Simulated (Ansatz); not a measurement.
System: TiSi₂, space group Cmcm (No. 63), 6 atoms in the cell.

```cif
data_structure
_symmetry_space_group_name_H-M 'Cmcm'
_symmetry_Int_Tables_number 63
_cell_length_a 3.5284
_cell_length_b 13.5109
_cell_length_c 3.5646
_cell_angle_alpha 90.000
_cell_angle_beta 90.000
_cell_angle_gamma 90.000
_cell_volume 169.93
loop_
_atom_site_label
_atom_site_type_symbol
_atom_site_symmetry_multiplicity
_atom_site_Wyckoff_symbol
_atom_site_fract_x
_atom_site_fract_y
_atom_site_fract_z
_atom_site_occupancy
Ti1 Ti 4 c 0.50000 0.60317 0.75000 1
Si1 Si 4 c 0.50000 0.94170 0.75000 1
Si2 Si 4 c 0.00000 0.75019 0.75000 1
```

Level of theory: DFT r2SCAN, scalar-relativistic, plane waves, PAW, no spin polarisation, 10×10×10 k mesh, 500 eV cutoff; code Ansatz 0.2.0.

Predict the main features of the band structure and density of states. The path is Γ–Y–C0|Σ0–Γ–Z–A0|E0–T–Y|Γ–S–R–Z–T.

A metal: 2 bands cross the Fermi level along this path. The last band that the electron count would fill rises to 0.54 eV above the Fermi level between Σ0 and Γ, leaving holes there, and the next band dips to 0.56 eV below it at S, holding electrons: an overlap of 1.10 eV. At T the nearest levels lie 0.95 eV below and 0.58 eV above the Fermi level. The density of states at the Fermi level is about 1.5 per eV and cell (mean within 0.25 eV), or 0.25 per atom.

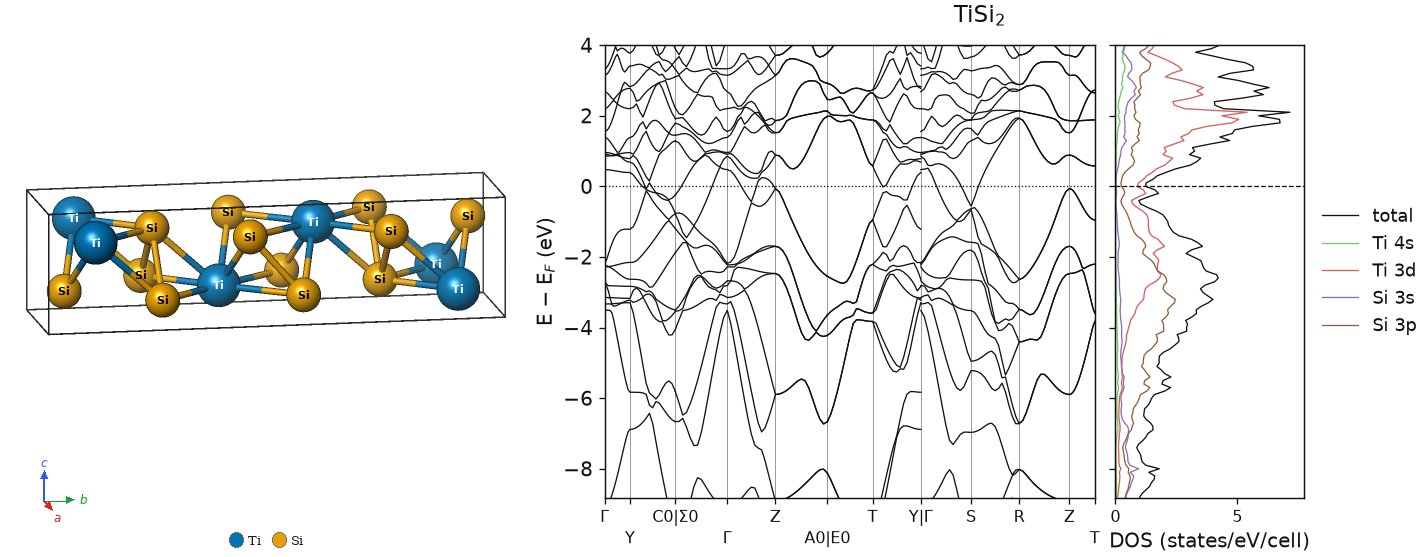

Band structure and density of states, beside the structure. Energies are counted from the Fermi level. The partial curves are projected on Löwdin-orthogonalised atomic shells.
